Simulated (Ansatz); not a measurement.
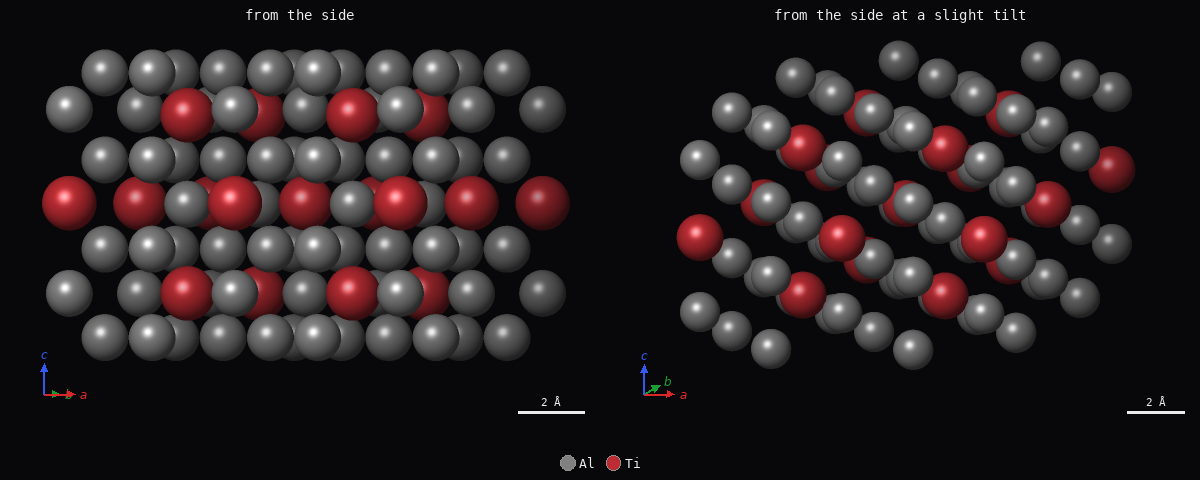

A spheres-only picture of a periodic slab, seen from the side and from the side at a slight tilt. The surface normal points up in side views; the vacuum is left out. 2×2 cells are drawn in the plane, with atoms at the edges repeated.

The cell holds 3 Ti, 11 Al. The slab was cut from bulk TiAl3 (I4/mmm).

Which species face the vacuum on either side?

Answer. The top face ends in Al, the bottom face in Al. The two faces are alike.

What height do the atoms span?

Answer. About 8 Å from the lowest to the highest atom.

State the number of planes and their content from above.

Answer. Seven planes: Al / TiAl / Al / TiAl / Al / TiAl / Al.

On which plane does the slab lie?

Answer. (1 1 0).

Provenance: a structure listed in the Materials Project, from which a slab was cut. The atoms were relaxed in a fixed cell with DFT PBE+D3(BJ), scalar-relativistic, plane waves, PAW in Ansatz 0.2.0, but for six held in place.

At this level of theory the run's own cell isn't at rest (forces up to 0.7 eV/Å), so its distances can differ from those at equilibrium, the more so the softer the solid.
